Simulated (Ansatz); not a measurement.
# Ti: geometry relaxation

- system: Ti (1 atom in the cell)
- method: DFT PBE, scalar-relativistic, plane waves, PAW, no spin polarisation (Ansatz 0.2.0)

The structure derives from an entry of the Crystallography Open Database. It belongs to a series of runs on one base structure; here: film's bulk on the substrate's plane, third vector and atoms relaxed. Figures and captions count atoms from 1; the log counts them from 0 in places.

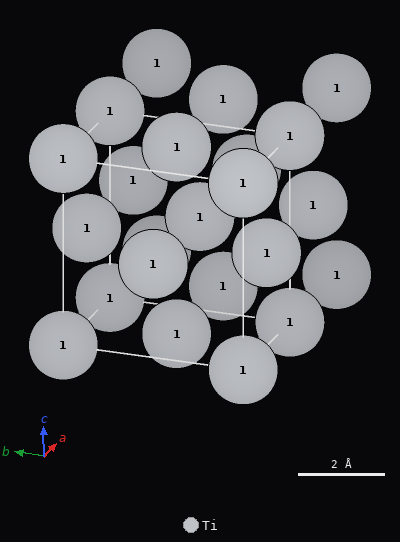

Figure 1. The structure as given in the input (spheres-only view of the cell 4 times as large as that of the calculation, set on its symmetry axes, repeated 2 × 1 × 1, seen at an oblique angle; atoms are numbered from 1 in the order of the input). An atom can appear more than once, as a periodic image.

### The input
```yaml
crystal:
  lattice:
    - [2.7570426608, 0.0, 0.0]
    - [-0.9190142203, 2.5993647487, 0.0]
    - [0.9190142203, 1.2996823743, 2.3645589088]
  atoms:
    - { symbol: Ti, position: [0.0, 0.0, 0.0] }
basis:
  ecutwfc: 420
kpoints:
  mp_grid: { grid: [13, 13, 14] }
hamiltonian:
  xc: pbe
scf:
  occupations: { method: gaussian, width: 0.1 }
output:
  forces: true
  stress: true
  eigenvalues: true
relax:
  adjacent_minimum: "off"
  f_tol: 0.01
  max_steps: 50
  cell: { fix: [a, b, gamma], stress_tol: 0.1 }
```

Hardware: 1 thread of Intel Xeon (Sapphire Rapids), 32 GiB of memory available, shared host.

Launched with:
```bash
ansatz run input.yaml --threads 1 --pin off --max-ram 2560MiB --backend cpu --events-out ev --progress --plain --runs-dir out
```

### Output
```
Warning: crystal.symmetry: narrowed to the stabiliser of the k-point mesh — unitary ops 8 → 4; excluded 4 operations that carry a point of the 13×13×14 mesh (shift [0, 0, 0]) off the mesh (the run samples exactly the mesh kpoints.mp_grid names, as under crystal.symmetry.detect: false, and its converged state has the mesh's symmetry, not the crystal's; ε∞, the Born charges and the force constants of a linear response (`dielectric:` by the response, `phonons.method: dfpt`) are averaged over those of the crystal's operations that the state keeps within a tolerance, where `mesh_tensors`, `unaveraged_element` or `gamma_mean_max_change_ev_ang2` stands beside them; a row that `dielectric.field_direction` solves alone is averaged likewise, with nothing beside; a Γ-centred mesh of equal divisions is mapped onto itself by every operation and keeps the whole group, as does a half-shifted one under kpoints.further_shifts: images)
Engine: ansatz 0.2.0, x86_64-unknown-linux-gnu
Pseudopotentials: kind: paw
Pseudopotential: Ti, paw, valence charge 12, recommended cutoff 420 eV (normal), Ti.paw.azcp
Functional definition: PBE
  parameter kappa = 0.804
  parameter beta = 0.06672455060314922
  exchange = pbe_x(kappa = kappa, mu = beta*pi^2/3)
  correlation = pbe_c(beta = beta)
Crystal: 1 atoms, lattice volume = 16.946 Å³
Basis set: ecut = 420 eV, 329 PW (Γ), exchange–correlation on 40×40×40 points (8 copies of the dense FFT grid, shifted against one another)
Bands: 10, of which v1, the nominal top of the filled ones, is band 6 counted from 1 (5 counted from 0)
Symmetry: 4 space group operations
k-points: 644 of 2366
Non-local potential: Ti, projectors of the file, l = 0: 3, l = 1: 2, l = 2: 3, l = 3: 1
PAW form: soft (Blöchl's): semilocal exchange-correlation on the pseudo side does not see the compensation charge
PAW one-centre angular grid: Ti, 590 points (default); XC on 64 Gauss nodes
Initial density: superposition of atomic densities (neutral atoms: chi_scale 0, normalization atom), corrected by the library's trained network
Initial wavefunctions: pseudopotential atomic-orbital guess
Functional: x = pbe(κ = 0.804, μ = 0.2195149727645171), c = pbe(β = 0.06672455060314922)
SCF iter   1: F=—  HF=-2499.555426 eV  |F-HF|=—  |Δ(HF+E_count)|=         —  Δρ=2.46e-3  dr2=8.17e-4  ethr=1.77e-3  ⟨swp⟩=4.4  Hψ=34203  notcnv=0
preconditioner: auto → none  [metal: Δε(μ)=0.001 eV  Ē_g=4.226 eV  σ=0.100 eV  W_gap=0.01  n_scr=0 (ndim 8)  ℏωp=18.0 eV  f_vac=0.000  D(μ)=2.14/eV (n_scr^D=30)]
SCF iter   2: F=—  HF=-2499.555168 eV  |F-HF|=—  |Δ(HF+E_count)|=   2.58e-4  Δρ=1.12e-3  dr2=9.44e-5  ethr=6.81e-6  ⟨swp⟩=1.7  Hψ=13962  notcnv=0
SCF iter   3: F=—  HF=-2499.555170 eV  |F-HF|=—  |Δ(HF+E_count)|=   1.86e-6  Δρ=4.62e-4  dr2=1.36e-5  ethr=7.87e-7  ⟨swp⟩=2.1  Hψ=9396  notcnv=0
SCF iter   4: F=—  HF=-2499.555180 eV  |F-HF|=—  |Δ(HF+E_count)|=   9.98e-6  Δρ=2.16e-4  dr2=3.25e-6  ethr=1.14e-7  ⟨swp⟩=1.2  Hψ=6716  notcnv=0
SCF iter   5: F=—  HF=-2499.555182 eV  |F-HF|=—  |Δ(HF+E_count)|=   2.21e-6  Δρ=5.17e-5  dr2=1.95e-7  ethr=2.71e-8  ⟨swp⟩=1.6  Hψ=7245  notcnv=0
SCF iter   6: F=-2499.555182 eV  HF=-2499.555182 eV  |F-HF|=1.72e-9  |Δ(HF+E_count)|=   1.40e-7  Δρ=5.58e-6  dr2=1.86e-9  ethr=8.33e-10  ⟨swp⟩=4.5  Hψ=24004  notcnv=0
SCF 1 converged in 6 iterations: F = -2499.555182 eV  dr2 = 1.86e-9
  greatest PAW one-centre occupation: 0.999 electrons in one spin orbital (limit 2), on the Ti atom at site 0 (counted from 0), in its partial waves of l = 0
relax step   1: F+E_penalty+E_count = -2499.55518220 eV  Δ(F+E_penalty+E_count) = +0.000e0 eV  max|allowed force component| = 0.000e0 eV/Å  Δτ_max = 0.0000 Å  P = +1.966 GPa  Ω = 16.946 Å³  fix = [a, b, gamma]  reactions: a +2.838, b +2.838 GPa; gamma +0.105 GPa/rad  (6 SCF iters, dr2 threshold 1.00e-7 eV, accepted)
Crystal: 1 atoms, lattice volume = 16.973 Å³
Basis set: ecut = 420 eV, 337 PW (Γ), exchange–correlation on 40×40×40 points (8 copies of the dense FFT grid, shifted against one another)
Initial density: handed on by an earlier stage of this run
Initial wavefunctions: those handed on with the density
iter 1 solved again at ethr=1.49e-8 eV; its pass at ethr=3.10e-3 eV (dr2=1.79e-6 eV) is discarded
SCF iter   1: F=—  HF=-2499.555203 eV  |F-HF|=—  |Δ(HF+E_count)|=         —  Δρ=1.58e-4  dr2=2.78e-6  ethr=1.49e-8  ⟨swp⟩=2.1  Hψ=41660  notcnv=0
preconditioner: auto → none  [metal: Δε(μ)=0.006 eV  Ē_g=4.228 eV  σ=0.100 eV  W_gap=0.03  n_scr=0 (ndim 8)  ℏωp=18.0 eV  f_vac=0.000  D(μ)=2.13/eV (n_scr^D=30)]
SCF iter   2: F=—  HF=-2499.555202 eV  |F-HF|=—  |Δ(HF+E_count)|=   9.66e-7  Δρ=5.36e-5  dr2=2.02e-7  ethr=1.49e-8  ⟨swp⟩=2.7  Hψ=9961  notcnv=0
SCF iter   3: F=-2499.555202 eV  HF=-2499.555202 eV  |F-HF|=3.69e-9  |Δ(HF+E_count)|=   2.35e-8  Δρ=2.05e-5  dr2=2.98e-8  ethr=8.33e-10  ⟨swp⟩=4.8  Hψ=28095  notcnv=0
SCF 2 converged in 3 iterations: F = -2499.555202 eV  dr2 = 2.98e-8
relax step   2: F+E_penalty+E_count = -2499.55520237 eV  Δ(F+E_penalty+E_count) = -2.018e-5 eV  max|allowed force component| = 0.000e0 eV/Å  Δτ_max = 0.0000 Å  P = +1.787 GPa  Ω = 16.973 Å³  energy of the carried Pulay correction = -2.667e-6 eV  fix = [a, b, gamma]  reactions: a +2.682, b +2.682 GPa; gamma +0.208 GPa/rad  (3 SCF iters, dr2 threshold 1.00e-7 eV, accepted)
Initial wavefunctions: pseudopotential atomic-orbital guess (no wavefunctions were taken with the density)
iter 1 solved again at ethr=5.48e-8 eV; its pass at ethr=3.10e-3 eV (dr2=6.58e-6 eV) is discarded
SCF iter   1: F=—  HF=-2499.555203 eV  |F-HF|=—  |Δ(HF+E_count)|=         —  Δρ=8.77e-5  dr2=5.62e-8  ethr=5.48e-8  ⟨swp⟩=2.0  Hψ=48281  notcnv=0
preconditioner: auto → none  [metal: Δε(μ)=0.006 eV  Ē_g=4.229 eV  σ=0.100 eV  W_gap=0.03  n_scr=0 (ndim 8)  ℏωp=18.0 eV  f_vac=0.000  D(μ)=2.13/eV (n_scr^D=30)]
SCF iter   2: F=—  HF=-2499.555204 eV  |F-HF|=—  |Δ(HF+E_count)|=   1.14e-6  Δρ=4.41e-5  dr2=1.44e-8  ethr=4.69e-10  ⟨swp⟩=2.2  Hψ=8875  notcnv=0
SCF iter   3: F=—  HF=-2499.555205 eV  |F-HF|=—  |Δ(HF+E_count)|=   5.72e-7  Δρ=1.77e-5  dr2=2.43e-9  ethr=1.20e-10  ⟨swp⟩=2.6  Hψ=9708  notcnv=0
SCF iter   4: F=-2499.555205 eV  HF=-2499.555205 eV  |F-HF|=1.73e-11  |Δ(HF+E_count)|=   1.10e-7  Δρ=3.03e-7  dr2=3.57e-12  ethr=1.00e-12  ⟨swp⟩=3.0  Hψ=24206  notcnv=0
SCF 3 converged in 4 iterations: F = -2499.555205 eV  dr2 = 3.57e-12
relax step   3: F+E_penalty+E_count = -2499.55520488 eV  Δ(F+E_penalty+E_count) = -2.502e-6 eV  max|allowed force component| = 0.000e0 eV/Å  Δτ_max = 0.0000 Å  P = +1.788 GPa  Ω = 16.973 Å³  fix = [a, b, gamma]  reactions: a +2.682, b +2.682 GPa; gamma +0.209 GPa/rad  stress off target by 1.40e-2 GPa on what of the cell is left free  SCF on the basis re-selected at this cell (its energy is not comparable with the rows above)  (4 SCF iters)
```

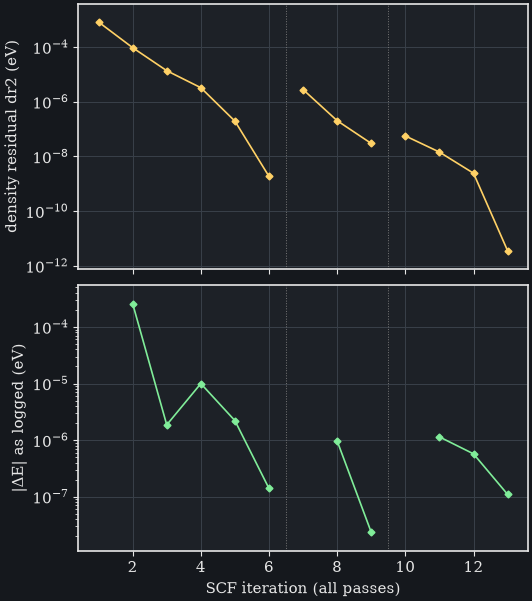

Figure 2. Convergence of the self-consistent field: density residual dr2 and size of the energy change against the SCF iteration. The dotted lines part the SCF passes of the relaxation: geometry steps, rejected trials and re-solves on a re-selected basis. The passes take 6, 3 and 4 iterations.

```
basis re-selected at this cell: Δ(F+E_penalty+E_count) = -2.502e-6 eV, ΔP = +0.000 GPa vs the last step (what re-selecting the basis moved, of the pressure what is left beyond the Pulay correction that the steps carried, after the strain that the cell walked since its last selection, with what the two solves' SCF thresholds leave and, on support functions, any second-order correction that the steps lacked; it is no measure of the basis error at this ecutwfc). This SCF's stress stands 1.40e-2 GPa from its target on what of the cell is left free (relax.cell.stress_tol is 1.00e-1 GPa) and its largest allowed force component is 0.00e0 eV/Å (relax.f_tol is 1.00e-2 eV/Å): within both
SCF converged after 4 iterations
Free energy (F): -2499.555205 eV
Harris-Foulkes:  -2499.555205 eV  (|F-HF|=1.73e-11)
Internal energy: -2499.544541 eV  (E = F + TS)
E sigma→0 (E₀):  -2499.549873 eV
Entropy (-TS):   -0.010663 eV (-10.663 meV/atom)
Fermi energy:    13.491563 eV
--- Per-component energies (eV) ---
  E_band       = -152.043555
  E_kinetic    = 273.292330
  E_local      = -801.455867  (includes V_loc(G=0)·N_el)
  E_nonlocal   = 8.477045
  E_hartree    = 330.583023
  E_xc         = -97.615533
  E_vxc        = -122.143874  (∫ρ·V_xc dr)
  E_paw        = -1047.886435  (= ΣΔE_a)
  E_vpaw       = -171.379370  (= ΣTr[D̂ρ^β])
  E_aug_tail   = 0.000127  (compensation charges beyond the density's cutoff)
  E_ewald      = -1164.939232
  E_smearing   = -0.010663  (= −TS)
  E_closure    = 0.000000  (closes the sum)
  Σ components = -2499.555205   (vs F -2499.555205, Δ=0.00e0)
--- Forces (eV/Å), atoms counted from 1 ---
  atom   1  Ti     0.00000000     0.00000000     0.00000000
  max |Σ_I F_I| component: 3.08e-33 eV/Å
--- Stress (GPa, compression-positive) ---
        3.045615      -1.028296       0.008273
       -1.028296       2.318500       0.011700
        0.008273       0.011700      -0.000872
  P = ⅓ Tr σ = 1.7877 GPa (17.877 kbar)
--- Band table (eV; the first three rows and the last of 644) ---
  k-point 0: bands = ["-42.9559", "-18.8397", "-18.7963", "-18.7551", "7.5171", "14.3079", "14.3306", "14.8214", "16.2416", "16.4296"]
  k-point 1: bands = ["-42.9500", "-18.8736", "-18.8051", "-18.7554", "7.6828", "14.2414", "14.2827", "14.9372", "16.1867", "16.4388"]
  k-point 2: bands = ["-42.9334", "-18.9676", "-18.8298", "-18.7563", "8.1608", "14.0603", "14.1207", "15.2728", "16.0919", "16.4687"]
  k-point 643: bands = ["-42.7074", "-19.3591", "-19.2731", "-19.2544", "11.3051", "11.3545", "17.2942", "17.4491", "17.6113", "21.6523"]
--- Relaxed structure (2 steps of the walk, 2 accepted, 1 SCFs on fresh bases) ---
  F+E_penalty+E_count = -2499.55520488 eV   max|allowed force component| = 0.000e0 eV/Å   (the final SCF, on the basis selected at the relaxed cell)
  cell:  # Å, volume = 16.9730 Å³
    - [2.7570425491135557, -1.5798955168890483e-7, 0.0007848961095151241]
    - [-0.9190143320251443, 2.5993645906557368, 0.0007848961758639111]
    - [0.9196872694105747, 1.3006342094995313, 2.369139994377144]
  atoms:
    - { symbol: Ti, position: [0.0, 0.0, 0.0] }
```

### Trajectory as extended XYZ (Å, eV, eV/Å), 3 frames, from step=1 to step=3
```
1
Lattice="2.7570 0.0000 0.0000 -0.9190 2.5994 0.0000 0.9190 1.2997 2.3646" Properties=species:S:1:pos:R:3:forces:R:3 step=1 energy=-2499.55518 pressure_GPa=1.97
Ti    0.0000    0.0000    0.0000    0.0000   0.0000   0.0000
1
Lattice="2.7570 0.0000 0.0008 -0.9190 2.5994 0.0008 0.9197 1.3006 2.3691" Properties=species:S:1:pos:R:3:forces:R:3 step=2 energy=-2499.55520 pressure_GPa=1.79
Ti    0.0000    0.0000    0.0000    0.0000   0.0000   0.0000
1
Lattice="2.7570 0.0000 0.0008 -0.9190 2.5994 0.0008 0.9197 1.3006 2.3691" Properties=species:S:1:pos:R:3:forces:R:3 step=3 energy=-2499.55521 pressure_GPa=1.79
Ti    0.0000    0.0000    0.0000    0.0000   0.0000   0.0000
```

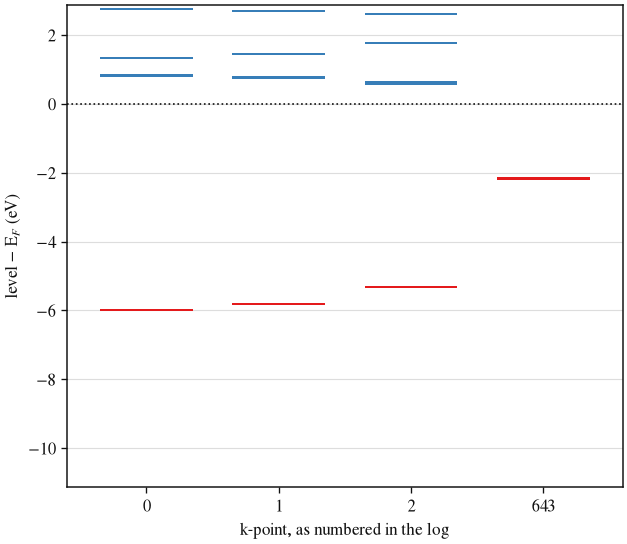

Figure 3. Kohn–Sham levels near the Fermi level (dotted) at the few k-points that the log prints; levels within 0.02 eV of each other stand side by side. The system is metallic on the full mesh.

### Results in brief

- outcome: converged
- space group (tolerance 0.01 Å): Fmmm (69)
- electrons treated: 12
- free energy: −2499.5552 eV
- Fermi energy: 13.492 eV
- gap on the k-point mesh: none (metallic)
- pressure: 1.79 GPa
- final volume: 16.97 Å³
- largest force (length of the vector) at the end: under 0.001 eV/Å
- final cell: a = 2.757 Å, b = 2.757 Å, c = 2.855 Å, α = 71.19°, β = 71.19°, γ = 109.47°
- wall time: 13 s
- peak memory: 0.49 GiB

### Remarks

The program warns: the k-point mesh lowers the symmetry that the run can use.
